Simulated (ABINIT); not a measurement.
## Positron calculation of Ru (part 1 of 2)

Ru (P6₃/mmc, 2 atoms in the cell), computed with Kohn-Sham DFT of a periodic cell, LDA, JTH PAW LDA v2.0, no spin polarisation (ABINIT 10.8.3).

The structure derives from an entry of the Crystallography Open Database.

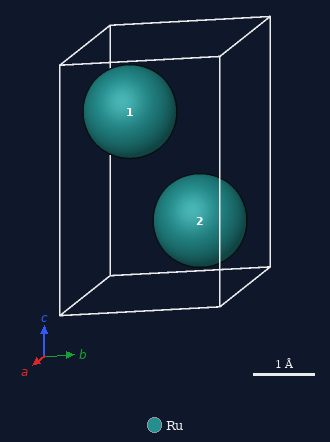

The input geometry (spheres-only view of the cell of the calculation, seen slightly off an axis; atoms are numbered from 1 in the order of the input).

**Key numbers**

```tsv
quantity	value
outcome	converged
space group (tolerance 0.01 Å)	P6₃/mmc (194)
electrons treated	32
free energy	−5220.6325 eV
positron lifetime (one of the program's estimates)	99.3 ps
Fermi energy	14.287 eV
gap on the k-point mesh	none (metallic)
pressure	−33.28 GPa
largest force (length of the vector)	under 0.001 eV/Å
hardware	1 thread of Arm Neoverse V1, 24 GiB of memory available, shared host
wall time	6.6 s
peak memory	0.07 GiB
```

**Remarks**

Points of doubt noted for this run: cutoff too low for stress; PAW basis incomplete for positron. The cell is under a tension of 33 GPa at this level, so it is not at its equilibrium volume.

**Input**
```
ndtset 2

pp_dirpath "./"
pseudos "Ru.LDA_PW-JTH.xml"

acell 3*1.0 Angstrom
rprim
     2.7058000000     0.0000000000     0.0000000000
    -1.3529000000     2.3432915376     0.0000000000
     0.0000000000     0.0000000000     4.2819000000
ntypat 1
znucl 44
natom 2
typat 1 1
xred
            2/3            1/3            3/4
            1/3            2/3            1/4

ecut 10.0
pawecutdg 20.0

ixc 7

nstep 80

iomode 3
prteig 0
prtebands 0
prtwf 0

kptopt1 1
ngkpt1 8 8 4
nshiftk1 1
shiftk1 0.0 0.0 0.0
nband1 20
occopt1 7
tsmear1 0.136 eV
tolvrs1 1.0e-10
prtden1 1

positron2 1
ixcpositron2 31
getden2 1
kptopt2 0
nkpt2 1
kpt2 0.0 0.0 0.0
nband2 1
occopt2 2
occ2 1.0
posocc2 1.0
toldfe2 1.0e-9
optforces2 0
optstress2 0
prtden2 0
```

Launched with:
```bash
abinit run.abi > log 2>&1
```

**Output**
```
.Version 10.8.3 of ABINIT
 DATASET    1 : space group P6_3/m m c (#194); Bravais hP (primitive hexag.)
================================================================================
 Values of the parameters that define the memory need for DATASET  1.
     intxc =       0    ionmov =       0      iscf =      17    lmnmax =      18
     lnmax =       6     mgfft =      24  mpssoang =       3    mqgrid =    3001
     natom =       2  nloc_mem =       2    nspden =       1   nspinor =       1
    nsppol =       1      nsym =      24    n1xccc =       1    ntypat =       1
    occopt =       7   xclevel =       1
       mpw =         288          nfft =        6144          nkpt =          30
 PAW method is used; the additional fine FFT grid is defined by:
   mgfftf=        36    nfftf =     20736
================================================================================
================================================================================

 DATASET    2 : space group P6_3/m m c (#194); Bravais hP (primitive hexag.)
================================================================================
 Values of the parameters that define the memory need for DATASET  2.
     intxc =       0    ionmov =       0      iscf =      17    lmnmax =      18
     lnmax =       6     mgfft =      24  mpssoang =       3    mqgrid =    3001
     natom =       2  nloc_mem =       2    nspden =       1   nspinor =       1
    nsppol =       1      nsym =      24    n1xccc =       1    ntypat =       1
    occopt =       2   xclevel =       1
       mpw =         144          nfft =        6144          nkpt =           1
 PAW method is used; the additional fine FFT grid is defined by:
   mgfftf=        36    nfftf =     20736
================================================================================
================================================================================

--------------------------------------------------------------------------------
------------- Echo of variables that govern the present computation ------------
--------------------------------------------------------------------------------
 -outvars: echo values of preprocessed input variables --------
            acell      1.8897261259E+00  1.8897261259E+00  1.8897261259E+00 Bohr
              amu      1.01070000E+02
             ecut      1.00000000E+01 Hartree
           getden1          0
           getden2          1
              ixc           7
      ixcpositron1          1
      ixcpositron2         31
           jdtset        1    2
           kptopt1          1
           kptopt2          0
         kptrlatt        8    0    0      0    8    0      0    0    4
          kptrlen1     3.23664732E+01
          kptrlen2     3.00000000E+01
            natom           2
            nband1         20
            nband2          1
           ndtset           2
            ngfft          16      16      24
          ngfftdg          24      24      36
             nkpt1         30
             nkpt2          1
            nstep          80
             nsym          24
           ntypat           1
           occopt1          7
           occopt2          2
        optforces1          2
        optforces2          0
        optstress1          1
        optstress2          0
        pawecutdg      2.00000000E+01 Hartree
         positron1          0
         positron2          1
           prtden1          1
           prtden2          0
        prtebands           0
           prteig           0
            prtwf           0
            rprim      2.7058000000E+00  0.0000000000E+00  0.0000000000E+00
                      -1.3529000000E+00  2.3432915376E+00  0.0000000000E+00
                       0.0000000000E+00  0.0000000000E+00  4.2819000000E+00
           shiftk1     0.00000000E+00  0.00000000E+00  0.00000000E+00
           shiftk2     5.00000000E-01  5.00000000E-01  5.00000000E-01
          spgroup         194
           toldfe1     0.00000000E+00 Hartree
           toldfe2     1.00000000E-09 Hartree
           tolvrs1     1.00000000E-10
           tolvrs2     0.00000000E+00
           tsmear1     4.99790782E-03 Hartree
           tsmear2     1.00000000E-02 Hartree
            typat      1  1
           useylm           1
           xangst      1.3529000000E+00  7.8109717920E-01  3.2114250000E+00
                       3.4732458632E-17  1.5621943584E+00  1.0704750000E+00
            xcart      2.5566104757E+00  1.4760597464E+00  6.0687137239E+00
                       6.5634834495E-17  2.9521194928E+00  2.0229045746E+00
             xred      6.6666666667E-01  3.3333333333E-01  7.5000000000E-01
                       3.3333333333E-01  6.6666666667E-01  2.5000000000E-01
            znucl       44.00000

================================================================================

 chkinp: Checking input parameters for consistency, jdtset=   1.

 chkinp: Checking input parameters for consistency, jdtset=   2.

================================================================================
== DATASET  1 ==================================================================

--- !DatasetInfo
iteration_state: {dtset: 1, }
dimensions: {natom: 2, nkpt: 30, mband: 20, nsppol: 1, nspinor: 1, nspden: 1, mpw: 288, }
cutoff_energies: {ecut:  10.0, pawecutdg:  20.0, }
electrons: {nelect:   3.20000000E+01, charge:   0.00000000E+00, occopt:   7.00000000E+00, tsmear:   4.99790782E-03, }
meta: {optdriver: 0, ionmov: 0, optcell: 0, iscf: 17, paral_kgb: 0, }
...

 Exchange-correlation functional for the present dataset will be:
  LDA: Perdew-Wang 92 LSD fit to Ceperley-Alder data - ixc=7
  J.P.Perdew and Y.Wang, PRB 45, 13244 (1992)

 Real(R)+Recip(G) space primitive vectors, cartesian coordinates (Bohr,Bohr^-1):
 R(1)=  5.1132210  0.0000000  0.0000000  G(1)=  0.1955714  0.1129132  0.0000000
 R(2)= -2.5566105  4.4281792  0.0000000  G(2)=  0.0000000  0.2258265  0.0000000
 R(3)=  0.0000000  0.0000000  8.0916183  G(3)=  0.0000000  0.0000000  0.1235847
 Unit cell volume ucvol=  1.8321252E+02 bohr^3
 Angles (23,13,12)=  9.00000000E+01  9.00000000E+01  1.20000000E+02 degrees

 Coarse grid specifications (used for wave-functions):

 getcut: wavevector=  0.0000  0.0000  0.0000  ngfft=  16  16  24
         ecut(hartree)=     10.000   => boxcut(ratio)=   2.08358

 Fine grid specifications (used for densities):

 getcut: wavevector=  0.0000  0.0000  0.0000  ngfft=  24  24  36
         ecut(hartree)=     20.000   => boxcut(ratio)=   2.20997

 getcut : COMMENT -
  Note that boxcut > 2.2 ; recall that boxcut=Gcut(box)/Gcut(sphere) = 2
  is sufficient for exact treatment of convolution.
  Such a large boxcut is a waste : you could raise ecut
  e.g. ecut=   24.419906 Hartrees makes boxcut=2

--- Pseudopotential description ------------------------------------------------
- pspini: atom type   1  psp file is ./Ru.LDA_PW-JTH.xml
 Pseudopotential format is: paw10
 basis_size (lnmax)=  6 (lmn_size= 18), orbitals=   0   0   1   1   2   2
 Spheres core radius: rc_sph= 2.21046734
 Shapefunction is SIN type: shapef(r)=[sin(pi*r/rshp)/(pi*r/rshp)]**2
 Radius for shape functions =  2.00219127
 Compensation charge density is not taken into account in XC energy/potential

   2.01420814E+03                                ecore*ucvol(ha*bohr**3)
--------------------------------------------------------------------------------

================================================================================

--- !BeginCycle
iteration_state: {dtset: 1, }
solver: {iscf: 17, nstep: 80, nline: 4, wfoptalg: 10, }
tolerances: {tolvrs: 1.00E-10, }
...

     iter   Etot(hartree)      deltaE(h)  residm     nres2
 ETOT  1  -190.23594239582    -1.902E+02 1.170E+01 4.132E+00
 ETOT  2  -191.85945698454    -1.624E+00 2.512E-01 7.389E-01
 ETOT  3  -191.85695824912     2.499E-03 8.138E-03 3.806E-01
 ETOT  4  -191.85458977543     2.368E-03 1.375E-03 2.377E-03
 ETOT  5  -191.85471618064    -1.264E-04 5.468E-04 1.447E-03
 ETOT  6  -191.85470477483     1.141E-05 8.669E-05 2.526E-05
 ETOT  7  -191.85470525371    -4.789E-07 5.281E-05 1.731E-06
 ETOT  8  -191.85470524867     5.040E-09 2.113E-05 1.395E-07
 ETOT  9  -191.85470524787     8.021E-10 1.381E-05 1.629E-09
 ETOT 10  -191.85470524789    -1.975E-11 7.420E-06 8.114E-11

 At SCF step   10       nres2   =  8.11E-11 < tolvrs=  1.00E-10 =>converged.

 Cartesian components of stress tensor (hartree/bohr^3)
  sigma(1 1)=  1.12001014E-03  sigma(3 2)=  0.00000000E+00
  sigma(2 2)=  1.12001014E-03  sigma(3 1)=  0.00000000E+00
  sigma(3 3)=  1.15316898E-03  sigma(2 1)=  0.00000000E+00

--- !ResultsGS
iteration_state: {dtset: 1, }
comment   : Summary of ground state results
lattice_vectors:
- [  5.1132210,   0.0000000,   0.0000000, ]
- [ -2.5566105,   4.4281792,   0.0000000, ]
- [  0.0000000,   0.0000000,   8.0916183, ]
lattice_lengths: [   5.11322,    5.11322,    8.09162, ]
lattice_angles: [ 90.000,  90.000, 120.000, ] # degrees, (23, 13, 12)
lattice_volume:   1.8321252E+02
convergence: {deltae: -1.975E-11, res2:  8.114E-11, residm:  7.420E-06, diffor: null, }
etotal    :  -1.91854705E+02
entropy   :   0.00000000E+00
fermie    :   5.25045520E-01
cartesian_stress_tensor: # hartree/bohr^3
- [  1.12001014E-03,   0.00000000E+00,   0.00000000E+00, ]
- [  0.00000000E+00,   1.12001014E-03,   0.00000000E+00, ]
- [  0.00000000E+00,   0.00000000E+00,   1.15316898E-03, ]
pressure_GPa:  -3.3277E+01
xred      :
- [  6.6667E-01,   3.3333E-01,   7.5000E-01, Ru]
- [  3.3333E-01,   6.6667E-01,   2.5000E-01, Ru]
cartesian_forces: # hartree/bohr
- [  5.26604512E-29,  -2.12824680E-28,  -0.00000000E+00, ]
- [ -5.26604512E-29,   2.12824680E-28,  -0.00000000E+00, ]
force_length_stats: {min:   2.19242941E-28, max:   2.19242941E-28, mean:   2.19242941E-28, }
...

 Integrated electronic density in atomic spheres:
 ------------------------------------------------
 Atom  Sphere_radius  Integrated_density
    1        2.21047         13.70929353
    2        2.21047         13.70929353

================================================================================

 ----iterations are completed or convergence reached----

 Mean square residual over all n,k,spin=   13.224E-09; max=  74.201E-07
 reduced coordinates (array xred) for    2 atoms
       0.666666666667      0.333333333333      0.750000000000
       0.333333333333      0.666666666667      0.250000000000
 rms dE/dt=  6.5956E-28; max dE/dt=  1.0771E-27; dE/dt below (all hartree)
    1      -0.000000000000      0.000000000000      0.000000000000
    2       0.000000000000     -0.000000000000      0.000000000000

 cartesian coordinates (angstrom) at end:
    1      1.35290000000000     0.78109717920000     3.21142500000000
    2      0.00000000000000     1.56219435840000     1.07047500000000

 cartesian forces (hartree/bohr) at end:
    1      0.00000000000000    -0.00000000000000    -0.00000000000000
    2     -0.00000000000000     0.00000000000000    -0.00000000000000
 frms,max,avg= 1.2657997E-28 2.1282468E-28   0.000E+00  0.000E+00  0.000E+00 h/b
```
